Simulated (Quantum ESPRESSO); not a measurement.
**Fields calculation, with input and output: MoSe3 (part 2 of 2)**

The same run, continued: MoSe3 (P4/mmm, 4 atoms in the cell); Kohn-Sham DFT of a periodic cell, revPBE, SSSP 1.3 efficiency PBE, no spin polarisation (Quantum ESPRESSO 7.5); cutoff 816.34 eV, 6×6×6 k-mesh, fermi-dirac of 0.136 eV. The structure was made by swapping elements on the sites of another compound; it need not be a known phase.

Output, continued
```
   -51.4078 -25.4453 -25.4436 -25.4389  -3.4865  -3.3362  -3.3284   3.5072
     5.6766   6.2704   6.2876   7.0895   7.0932   7.3286   9.2029   9.7433
     9.9731  11.0607  11.6570  11.7019  12.1083  14.6315  14.9401  17.3981

          k = 0.1667 0.1667 0.0000 (  4513 PWs)   bands (ev):

   -51.4080 -25.4414 -25.4414 -25.4385  -5.1836  -2.4492  -2.1983   4.4969
     4.8879   5.6555   6.6546   7.5217   8.1019   9.0860   9.3997   9.5853
    10.0792  10.1361  10.3782  10.7383  10.8567  11.9983  17.5314  17.5778

          k = 0.1667 0.1667 0.1658 (  4498 PWs)   bands (ev):

   -51.4080 -25.4413 -25.4412 -25.4399  -5.0389  -2.4361  -2.4168   4.0836
     5.6717   5.7002   6.6178   6.6222   8.1592   9.0742   9.3984   9.4106
     9.5965  10.4201  10.4335  11.3146  11.3222  12.4917  16.6169  17.2700

          k = 0.1667 0.1667 0.3316 (  4494 PWs)   bands (ev):

   -51.4079 -25.4426 -25.4410 -25.4409  -4.6398  -3.0222  -2.3498   4.1442
     5.5218   5.6547   6.1750   7.0872   7.3990   8.5890   9.5479   9.8705
     9.9185  10.2962  10.5717  11.2459  11.8801  13.9893  15.2150  17.1472

          k = 0.1667 0.1667-0.4973 (  4486 PWs)   bands (ev):

   -51.4079 -25.4440 -25.4408 -25.4408  -4.2661  -3.4887  -2.3150   4.6279
     4.9263   5.2882   6.2259   7.0271   7.8707   8.3551   9.5988   9.6997
     9.7094  10.6664  10.8205  11.3453  11.7810  14.2781  15.6113  16.7837

          k = 0.1667 0.3333 0.0000 (  4516 PWs)   bands (ev):

   -51.4079 -25.4443 -25.4411 -25.4382  -4.7658  -3.0433  -2.1870   4.6308
     5.1410   5.7230   6.3204   7.0075   7.7576   8.3178   9.3015   9.7315
     9.8829  10.2428  10.7649  11.2776  11.4445  13.5443  16.2515  17.3364

          k = 0.1667 0.3333 0.1658 (  4497 PWs)   bands (ev):

   -51.4079 -25.4442 -25.4409 -25.4395  -4.6330  -3.0129  -2.3613   4.1398
     5.5085   5.6607   6.1580   7.0915   7.3895   8.5702   9.5453   9.8883
     9.9045  10.2962  10.5834  11.2370  11.8946  14.0175  15.1990  17.1417

          k = 0.1667 0.3333 0.3316 (  4501 PWs)   bands (ev):

   -51.4078 -25.4438 -25.4422 -25.4406  -4.2658  -3.0497  -2.7188   3.9618
     4.7695   5.6248   6.1984   6.9543   7.7592   9.0117   9.4839   9.7611
    10.2276  10.5549  10.6474  11.4824  11.8959  13.6920  15.6007  17.7718

          k = 0.1667 0.3333-0.4973 (  4504 PWs)   bands (ev):

   -51.4078 -25.4437 -25.4436 -25.4405  -3.9056  -3.3669  -2.7763   4.0435
     4.4889   5.3215   5.9740   7.3057   8.0021   9.1491   9.2374   9.9793
    10.2444  10.6259  10.9198  11.6048  11.6156  13.1684  17.0282  17.0668

          k = 0.1667-0.5000 0.0000 (  4496 PWs)   bands (ev):

   -51.4079 -25.4458 -25.4409 -25.4380  -4.3728  -3.5458  -2.1522   4.9979
     5.2255   5.2997   6.3068   6.7951   7.6743   8.2270   8.9863   9.7797
     9.8997   9.9966  11.1567  11.5520  11.8112  15.0617  15.1003  16.6944

          k = 0.1667-0.5000 0.1658 (  4502 PWs)   bands (ev):

   -51.4079 -25.4456 -25.4408 -25.4394  -4.2485  -3.4898  -2.3251   4.6295
     4.9215   5.2721   6.2109   6.9989   7.8866   8.3368   9.6094   9.6715
     9.7183  10.6500  10.8363  11.3625  11.7971  14.2599  15.6196  16.8219

          k = 0.1667-0.5000 0.3316 (  4496 PWs)   bands (ev):

   -51.4078 -25.4453 -25.4421 -25.4405  -3.8941  -3.3717  -2.7810   4.0393
     4.4946   5.3153   5.9651   7.2915   8.0247   9.1390   9.2285   9.9746
    10.2592  10.6138  10.9089  11.6103  11.6428  13.1442  16.9999  17.1048

          k = 0.1667-0.5000-0.4973 (  4512 PWs)   bands (ev):

   -51.4078 -25.4451 -25.4434 -25.4403  -3.4254  -3.3090  -3.3022   3.6734
     4.6637   5.3875   5.3924   8.1384   8.1547   8.5782   9.3240   9.7824
    10.0209  11.0963  11.5301  11.5618  11.8865  12.4145  17.5196  17.8284

          k = 0.3333 0.3333 0.0000 (  4510 PWs)   bands (ev):

   -51.4079 -25.4440 -25.4439 -25.4379  -4.3759  -3.0714  -2.6346   4.1587
     5.3652   5.5140   6.5924   6.8965   7.4156   8.4728   8.6479   9.7159
    10.6197  10.7556  10.8950  11.3452  11.3675  14.5673  16.0936  16.2582

          k = 0.3333 0.3333 0.1658 (  4504 PWs)   bands (ev):

   -51.4078 -25.4438 -25.4438 -25.4392  -4.2606  -3.0440  -2.7214   3.9541
     4.7667   5.6217   6.1768   6.9265   7.7676   9.0211   9.4701   9.7657
    10.2187  10.5780  10.6588  11.4921  11.8927  13.6645  15.6249  17.7859

          k = 0.3333 0.3333 0.3316 (  4512 PWs)   bands (ev):

   -51.4078 -25.4435 -25.4434 -25.4419  -3.9461  -2.9912  -2.9874   3.6697
     4.8161   4.8264   5.0083   8.2880   8.3231   9.8056   9.8121   9.8619
    10.2530  10.4481  10.4837  11.8832  11.8858  12.0494  16.9519  17.9054

          k = 0.3333 0.3333-0.4973 (  4504 PWs)   bands (ev):

   -51.4077 -25.4433 -25.4433 -25.4432  -3.6325  -3.2889  -2.9582   3.7935
     4.2480   4.5379   4.9850   8.5658   8.9445   9.6568   9.8409  10.0886
    10.4249  10.7334  10.9261  11.0156  11.4403  11.9613  18.1254  18.5404

          k = 0.3333-0.5000 0.0000 (  4480 PWs)   bands (ev):

   -51.4078 -25.4454 -25.4438 -25.4377  -3.9901  -3.4044  -2.7237   3.9079
     5.4483   5.7899   6.4134   6.7598   7.3225   8.0067   9.0406  10.0712
    10.2757  10.6451  10.9785  11.6760  11.7063  14.8757  15.3801  16.6537

          k = 0.3333-0.5000 0.1658 (  4510 PWs)   bands (ev):

   -51.4078 -25.4452 -25.4436 -25.4391  -3.8915  -3.3679  -2.7777   4.0361
     4.4812   5.3094   5.9537   7.2787   7.9865   9.1807   9.2068   9.9846
    10.2617  10.6520  10.9216  11.6052  11.6274  13.1232  17.0415  17.0695

          k = 0.3333-0.5000 0.3316 (  4508 PWs)   bands (ev):

   -51.4077 -25.4449 -25.4433 -25.4417  -3.6239  -3.2922  -2.9596   3.7942
     4.2424   4.5257   4.9904   8.5374   8.9616   9.6406   9.8469  10.1074
    10.3984  10.7558  10.9445  11.0206  11.4316  11.9368  18.1066  18.5512

          k = 0.3333-0.5000-0.4973 (  4516 PWs)   bands (ev):

   -51.4077 -25.4447 -25.4431 -25.4430  -3.2945  -3.2529  -3.2483   3.5957
     4.0584   4.5644   4.5822   9.3520   9.3655   9.6413   9.8045   9.8626
    10.5361  10.6767  11.1705  11.2576  11.2642  11.3794  18.9139  18.9691

          k =-0.5000-0.5000 0.0000 (  4500 PWs)   bands (ev):

   -51.4078 -25.4452 -25.4452 -25.4376  -3.4754  -3.3286  -3.3286   3.5010
     5.6293   6.2634   6.2634   7.0660   7.0660   7.3153   9.2457   9.7587
     9.9809  11.1137  11.6785  11.6785  12.1150  14.5747  14.8759  17.4991

          k =-0.5000-0.5000 0.1658 (  4512 PWs)   bands (ev):

   -51.4078 -25.4451 -25.4451 -25.4389  -3.4160  -3.3032  -3.3032   3.6640
     4.6403   5.3844   5.3844   8.1168   8.1168   8.5484   9.3631   9.7952
    10.0229  11.1479  11.5454  11.5454  11.9008  12.3716  17.4450  17.9117

          k =-0.5000-0.5000 0.3316 (  4512 PWs)   bands (ev):

   -51.4077 -25.4447 -25.4447 -25.4415  -3.2888  -3.2509  -3.2509   3.5894
     4.0413   4.5796   4.5796   9.3360   9.3360   9.6687   9.8140   9.8687
    10.4905  10.6521  11.2186  11.2526  11.2526  11.4114  18.9758  18.9758

          k =-0.5000-0.5000-0.4973 (  4552 PWs)   bands (ev):

   -51.4077 -25.4445 -25.4445 -25.4428  -3.2239  -3.2239  -3.2204   3.1944
     4.2666   4.2890   4.2890   9.8822   9.9011   9.9205   9.9205   9.9330
     9.9991  11.0424  11.0424  11.0917  11.1925  11.2551  18.8670  18.9649

     the Fermi energy is     9.9199 ev

!    total energy              =    -267.84322950 Ry
     estimated scf accuracy    <          1.2E-10 Ry
     smearing contrib. (-TS)   =      -0.02822418 Ry
     internal energy E=F+TS    =    -267.81500533 Ry

     The total energy is F=E-TS. E is the sum of the following terms:
     one-electron contribution =     -45.87548719 Ry
     hartree contribution      =      36.77687409 Ry
     xc contribution           =    -104.44644769 Ry
     ewald contribution        =    -154.26994454 Ry

     convergence has been achieved in  13 iterations

     Forces acting on atoms (cartesian axes, Ry/au):

     atom    1 type  1   force =     0.00000000    0.00000000    0.00000000
     atom    2 type  2   force =     0.00000000    0.00000000    0.00000000
     atom    3 type  2   force =     0.00000000    0.00000000    0.00000000
     atom    4 type  2   force =     0.00000000    0.00000000    0.00000000

     Total force =     0.000000     Total SCF correction =     0.000000

     Computing stress (Cartesian axis) and pressure

          total   stress  (Ry/bohr**3)                   (kbar)     P=      -79.86
  -0.00054950   0.00000000   0.00000000          -80.83        0.00        0.00
   0.00000000  -0.00054950   0.00000000            0.00      -80.83        0.00
   0.00000000   0.00000000  -0.00052957            0.00        0.00      -77.90

=------------------------------------------------------------------------------=
   JOB DONE.
=------------------------------------------------------------------------------=
```

File pp_density.out
```
This program is part of the open-source Quantum ESPRESSO suite
     for quantum simulation of materials; please cite
         "P. Giannozzi et al., J. Phys.:Condens. Matter 21 395502 (2009);
         "P. Giannozzi et al., J. Phys.:Condens. Matter 29 465901 (2017);
         "P. Giannozzi et al., J. Chem. Phys. 152 154105 (2020);
          URL
     in publications or presentations arising from this work. More details at

     ./tmp/pwscf.save/

     IMPORTANT: XC functional enforced from input :
     Exchange-correlation= REVPBE
                           (   1   4   4   4   0   0   0)
     Any further DFT definition will be discarded
     Please, verify this is what you really want

     G-vector sticks info
     --------------------
     sticks:   dense  smooth     PW     G-vecs:    dense   smooth      PW
     Sum        2409    1313    385                89303    36025    5743

     Using Slab Decomposition

     Calling punch_plot, plot_num =   0
     Writing data to file  density.dat
     Reading data from file  density.dat

     Writing data to be plotted to file density.cube
     Plot Type: 3D                     Output format: Gaussian cube

=------------------------------------------------------------------------------=
   JOB DONE.
=------------------------------------------------------------------------------=
```

File pp_potential.out
```
This program is part of the open-source Quantum ESPRESSO suite
     for quantum simulation of materials; please cite
         "P. Giannozzi et al., J. Phys.:Condens. Matter 21 395502 (2009);
         "P. Giannozzi et al., J. Phys.:Condens. Matter 29 465901 (2017);
         "P. Giannozzi et al., J. Chem. Phys. 152 154105 (2020);
          URL
     in publications or presentations arising from this work. More details at

     ./tmp/pwscf.save/

     IMPORTANT: XC functional enforced from input :
     Exchange-correlation= REVPBE
                           (   1   4   4   4   0   0   0)
     Any further DFT definition will be discarded
     Please, verify this is what you really want

     G-vector sticks info
     --------------------
     sticks:   dense  smooth     PW     G-vecs:    dense   smooth      PW
     Sum        2409    1313    385                89303    36025    5743

     Using Slab Decomposition

     Calling punch_plot, plot_num =  11
     Writing data to file  potential.dat
     Reading data from file  potential.dat

     Writing data to be plotted to file potential.cube
     Plot Type: 3D                     Output format: Gaussian cube

=------------------------------------------------------------------------------=
   JOB DONE.
=------------------------------------------------------------------------------=
```

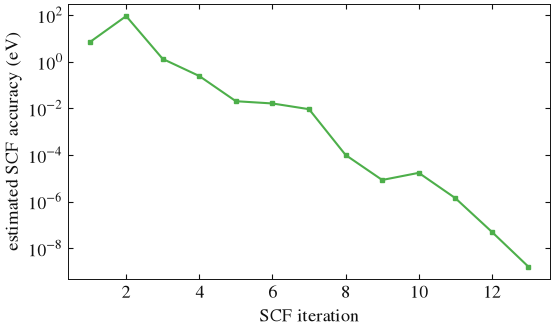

Fig. 1: Convergence of the self-consistent field: estimated SCF accuracy against the iteration. The field takes 13 iterations in all.

The run was set up as follows.

Input
```
&CONTROL
  calculation = 'scf'
  prefix = 'pwscf'
  outdir = './tmp'
  pseudo_dir = './pseudo'
  tprnfor = .true.
  tstress = .true.
  disk_io = 'low'
/
&SYSTEM
  ibrav = 0
  nat = 4
  ntyp = 2
  ecutwfc = 60
  ecutrho = 440
  nbnd = 24
  input_dft = 'revpbe'
  occupations = 'smearing'
  smearing = 'fd'
  degauss = 0.00999582
/
&ELECTRONS
  conv_thr = 8d-10
  electron_maxstep = 120
  mixing_beta = 0.5
/
ATOMIC_SPECIES
Mo    95.9500 Mo_ONCV_PBE-1.0.oncvpsp.upf
Se    78.9710 Se_pbe_v1.uspp.F.UPF
CELL_PARAMETERS angstrom
   4.3895381800    0.0000000000    0.0000000000
   0.0000000000    4.3895381800    0.0000000000
   0.0000000000    0.0000000000    4.4130286000
ATOMIC_POSITIONS crystal
Mo     0.0000000000    0.0000000000    0.0000000000
Se     0.0000000000    0.5000000000    0.5000000000
Se     0.5000000000    0.0000000000    0.5000000000
Se     0.5000000000    0.5000000000    0.0000000000
K_POINTS automatic
6 6 6 0 0 0
```

File pp_density.in
```
&INPUTPP
  prefix = 'pwscf'
  outdir = './tmp'
  filplot = 'density.dat'
  plot_num = 0
/
&PLOT
  nfile = 1
  filepp(1) = 'density.dat'
  iflag = 3
  output_format = 6
  fileout = 'density.cube'
/
```

File pp_potential.in
```
&INPUTPP
  prefix = 'pwscf'
  outdir = './tmp'
  filplot = 'potential.dat'
  plot_num = 11
/
&PLOT
  nfile = 1
  filepp(1) = 'potential.dat'
  iflag = 3
  output_format = 6
  fileout = 'potential.cube'
/
```

File pp_potential_ks.in
```
&INPUTPP
  prefix = 'pwscf'
  outdir = './tmp'
  filplot = 'potential_ks.dat'
  plot_num = 1
/
&PLOT
  nfile = 1
  filepp(1) = 'potential_ks.dat'
  iflag = 3
  output_format = 6
  fileout = 'potential_ks.cube'
/
```

Launch command:
```bash
OMP_NUM_THREADS=1 pw.x -in pw.in > pw.out
OMP_NUM_THREADS=1 pp.x -in pp_density.in > pp_density.out
OMP_NUM_THREADS=1 pp.x -in pp_potential.in > pp_potential.out
OMP_NUM_THREADS=1 pp.x -in pp_potential_ks.in > pp_potential_ks.out
```

Results in brief

```csv
quantity,value
outcome,converged
space group (tolerance 0.01 Å),P4/mmm (123)
electrons treated,32
free energy,−3644.1928 eV
Fermi energy,9.920 eV
gap on the k-point mesh,none (metallic)
pressure,−7.99 GPa
largest force (length of the vector),under 0.001 eV/Å
hardware,"1 thread of AMD EPYC (Zen 5), 16 GiB of memory available, shared host"
wall time,44 s
peak memory,0.42 GiB
```

Notes

Further notes kept with the run: potentials made for another functional. Points of doubt noted for this run: potentials made for another functional. The cell is under a tension of 8.0 GPa at this level, so it is not at its equilibrium volume.
